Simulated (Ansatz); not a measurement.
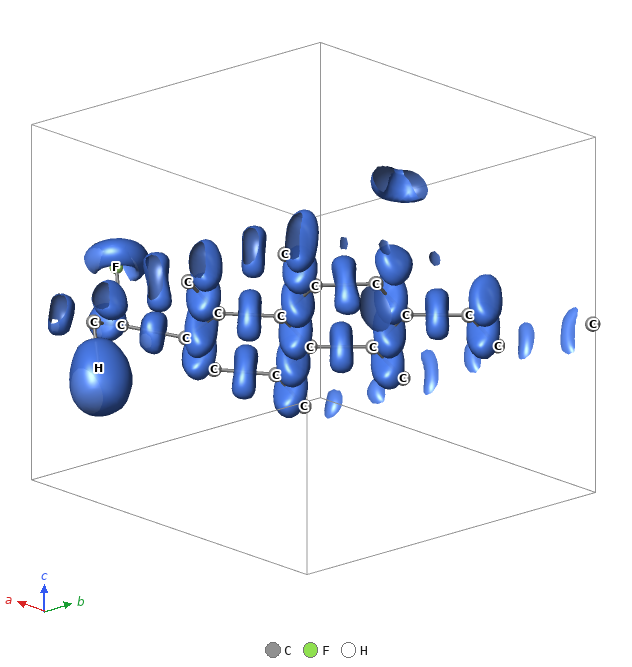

The picture shows: HC₁₈F (slab). Isosurface of the ELF at 0.8 (blue), seen at an oblique angle. Only the valence region is drawn (cores and ρ < 0.01 e/Å³ removed). Sticks mark near contacts.

All numbers below come from DFT PBE-D3(BJ), scalar-relativistic, plane waves, PAW (Ansatz).

Core electrons are frozen (PAW), and the valence fields are smoothed inside the atomic spheres.

Input file:

```
crystal:
  lattice:
    - [7.398, 0.0, 0.0]
    - [-3.699, 6.406856, 0.0]
    - [0.0, 0.0, 13.0]
  atoms:
    - { symbol: C, position: [0.0, 0.0, 0.07692308] }
    - { symbol: C, position: [0.22222222, 0.11111111, 0.07692308] }
    - { symbol: C, position: [0.0, 0.33333333, 0.07692308] }
    - { symbol: C, position: [0.22222222, 0.44444444, 0.07692308] }
    - { symbol: C, position: [0.0, 0.66666666, 0.07692308] }
    - { symbol: C, position: [0.22222222, 0.77777777, 0.07692308] }
    - { symbol: C, position: [0.33333333, 0.0, 0.07692308] }
    - { symbol: C, position: [0.55555556, 0.11111111, 0.07692308] }
    - { symbol: C, position: [0.33333333, 0.33333333, 0.07692308] }
    - { symbol: C, position: [0.55555555, 0.44444444, 0.07692308] }
    - { symbol: C, position: [0.33333333, 0.66666666, 0.07692308] }
    - { symbol: C, position: [0.55555555, 0.77777777, 0.07692308] }
    - { symbol: C, position: [0.66666667, 0.0, 0.07692308] }
    - { symbol: C, position: [0.88888889, 0.11111111, 0.07692308] }
    - { symbol: C, position: [0.66666667, 0.33333333, 0.07692308] }
    - { symbol: C, position: [0.88888889, 0.44444444, 0.07692308] }
    - { symbol: C, position: [0.66666666, 0.66666666, 0.07692308] }
    - { symbol: C, position: [0.88888889, 0.77777777, 0.07692308] }
    - { symbol: F, position: [0.66666667, 0.0, 0.18] }
    - { symbol: H, position: [1.11111111, 0.22222222, 0.05307692] }
basis:
  ecutwfc: 420.0
kpoints:
  mp_grid: { grid: [2, 2, 1] }
hamiltonian:
  xc: pbe
  dispersion: d3bj
scf:
  occupations: { method: gaussian, width: 0.02 }
  lower_state_search: "off"
relax:
  f_tol: 0.03
  max_steps: 60
  adjacent_minimum: "off"
output:
  write_density: true
  write_potential: true
  elf: true
  volumetric_format: npy
```

Command:

```sh
ansatz run input.yaml --threads 1 --pin off --max-ram 3072MiB --backend cpu --events-out ev --progress --plain --runs-dir out
```

The fields are those of the relaxed geometry.

**What do the ELF domains correspond to?**

The surface consists of 27 regions between bonded C–C atoms (shared pairs), one region around a hydrogen nucleus and one region wrapped around F (its valence shell), counted in one cell of 20 atoms. Counts are for one cell; the picture repeats the cell along the surface. Along the contacts the grid gives the following. C–H (1.12 Å): the ELF climbs to about 1 towards the hydrogen, as it does in any bond to H: an ordinary covalent bond to hydrogen. C–C (1.39 Å): the ELF peaks at about 0.95 between the atoms; a covalent bond.

**Does the calculation make it a metal, or give it a gap?**

It is gapped, with a Kohn–Sham gap of 0.36 eV on the k-point mesh (the band edges may lie off the mesh, which would make the gap smaller).
